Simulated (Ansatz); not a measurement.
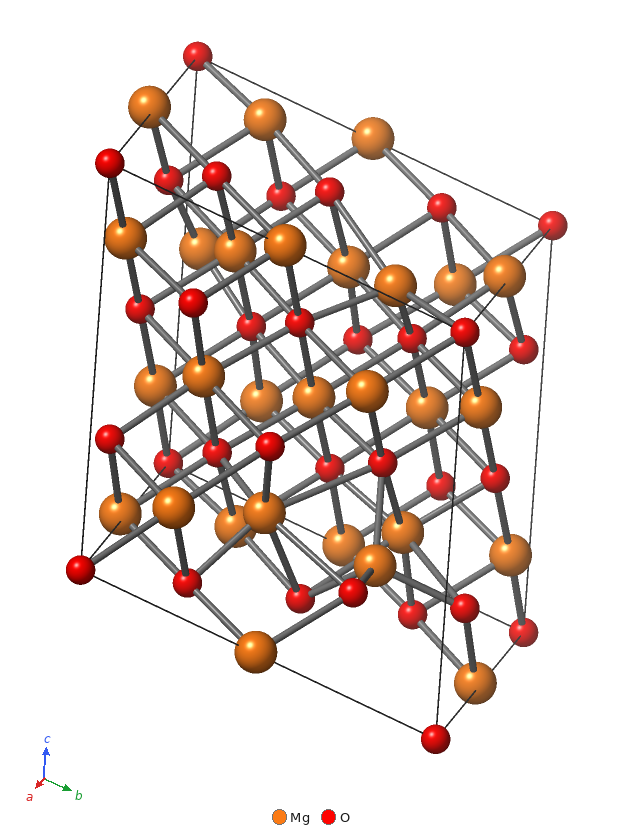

Structure drawing (ball-and-stick), viewed slightly off an axis. Thin lines show the simulation cell, with boundary atoms drawn in all their periodic places.

Give a description of the structure.

The structure is one of Mg₁₇O₁₆. Content of the cell: 17 Mg, 16 O (Z = 1). The bonds build a three-dimensional framework.

Starting structure: a structure listed in the Materials Project, repeated into a supercell with a point defect put in. The atoms were relaxed in a fixed cell with DFT PBE, scalar-relativistic, plane waves, PAW in Ansatz.
